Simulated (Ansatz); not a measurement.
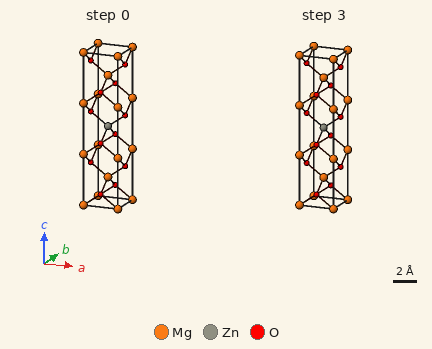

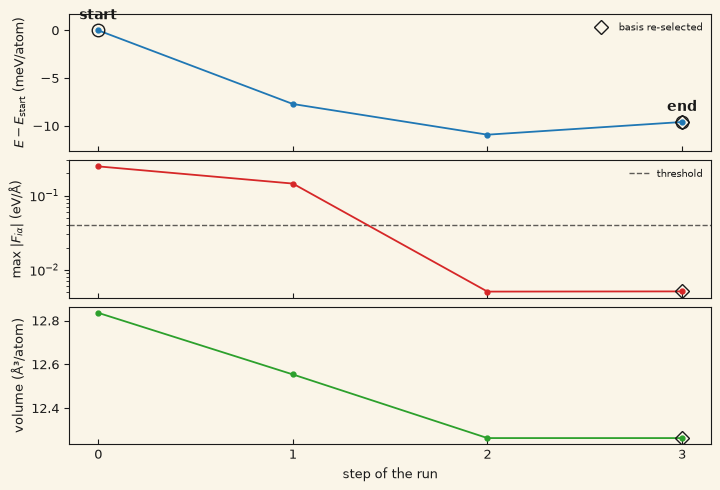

First and last geometry of a relaxation of a crystal of Mg₅ZnO₆ (a generated structure, set up in P-4m2) (coarse preliminary run), with the history of the run. A ball-and-stick model of the cell of the calculation, seen slightly off an axis.

Level of theory: Ansatz, DFT PBE, scalar-relativistic, plane waves, PAW.

Input
```yaml
crystal:
  lattice:
    - [3.31120411, 0.0, 0.0]
    - [0.0, 3.31120411, 0.0]
    - [0.0, 0.0, 14.04824929]
  atoms:
    - { symbol: Mg, position: [0.0, 0.0, 0.0] }
    - { symbol: Mg, position: [0.5, 0.5, 0.16666667] }
    - { symbol: Mg, position: [0.0, 0.0, 0.33333333] }
    - { symbol: Mg, position: [0.0, 0.0, 0.66666667] }
    - { symbol: Mg, position: [0.5, 0.5, 0.83333333] }
    - { symbol: Zn, position: [0.5, 0.5, 0.5] }
    - { symbol: O, position: [0.5, 0.0, 0.08333333] }
    - { symbol: O, position: [0.0, 0.5, 0.25] }
    - { symbol: O, position: [0.5, 0.0, 0.41666667] }
    - { symbol: O, position: [0.0, 0.5, 0.58333333] }
    - { symbol: O, position: [0.5, 0.0, 0.75] }
    - { symbol: O, position: [0.0, 0.5, 0.91666667] }
basis:
  ecutwfc: 420
kpoints:
  mp_grid: { grid: [6, 6, 2] }
hamiltonian:
  xc: pbe
scf:
  occupations: { method: gaussian, width: 0.1 }
  lower_state_search: "off"
output:
  forces: true
  stress: true
  eigenvalues: true
relax:
  adjacent_minimum: "off"
  f_tol: 0.04
  max_steps: 70
  cell: { stress_tol: 0.4 }
```

Command:
```bash
ansatz run input.yaml --threads 1 --pin off --max-ram 2560MiB --backend cpu --events-out ev --progress --plain --runs-dir out
```

### Read the history and describe the run.

It converged. After 2 accepted moves (3 points after the start) the energy has fallen by 9.6 meV per atom. The largest force component goes from 0.25 to 0.0051 eV/Å. Pressure: −4.84 GPa at the start and −0.02 GPa at the end. The SCF was repeated once at an unchanged geometry on a basis and grid sized afresh for the cell, which shifted the energy by 1.3 meV per atom at most. The largest moves relative to the cell, 0.014 Å, are those of O9 and O10. O10 goes along +c. By element the largest moves are O 0.014 Å, Mg 0.010 Å. Zn stays in place. The drawn cell changes as follows: a = b 3.311 → 3.267 Å (−1.3 %), c 14.048 → 13.784 Å (−1.9 %); the volume changes by −4.5 %. Among the contacts that change: Mg3–O9 2.028 → 1.984 Å, Mg1–O12 2.028 → 1.998 Å, Zn6–O10 2.028 → 2.005 Å. The space group stays P-4m2 (No. 115).

```csv
step,"E − E(0), meV/atom","largest force component, eV/Å","pressure, GPa","volume, Å³/atom",note
0,0.00,0.2474,-4.84,12.836,
1,-7.69,0.1453,-2.51,12.554,
2,-10.90,0.0051,0.17,12.263,
3,-9.57,0.0051,-0.02,12.263,"same geometry, new basis"
```
